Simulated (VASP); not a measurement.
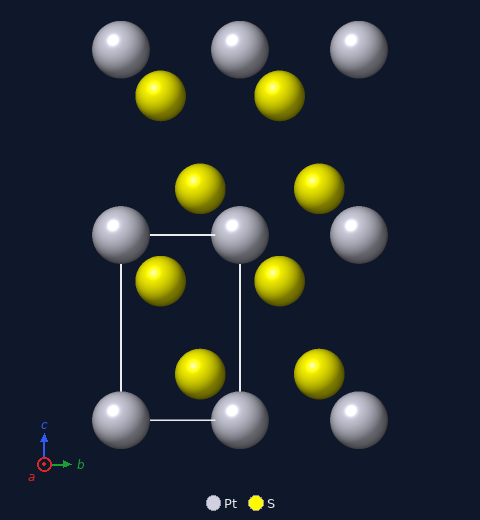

Projection along an edge of the hexagonal mesh, stacking direction c upwards. Every atom sits on one of the three columns of the mesh; call them A, B, C in the order in which they first turn up. The sequence starts with the first layer at or above the cell's origin.

PtS2 (space group P-3m1, No. 164). Coordinates: coordinates from a relaxation with VASP 6.6.1, VASP Kohn-Sham DFT of a periodic cell, PBEsol, VASP PAW PBE potentials, recommended.

### Give the sequence of layers in one repeat, with element and column.

Pt(A) – S(B) – S(C) (three layers in 4.81 Å).

### How are the S layers alone stacked?

S layers alone: BC, the hexagonal close-packed type.

### Which positions between or in the S layers do the other atoms fill?

Pt: one octahedral site (per hexagonal cell). One of the two gaps between S layers is empty, 2.41 Å wide.

### What short polytype symbol fits?

Polytype symbol 1T, the symbol of a layered MX2 polytype (number of slabs in the repeat and lattice).

Heights of the layers:

```csv
layer,atoms (column),height (Å),to next (Å)
1,Pt(A),0.00,1.20
2,S(B),1.20,2.41
3,S(C),3.61,1.20
```
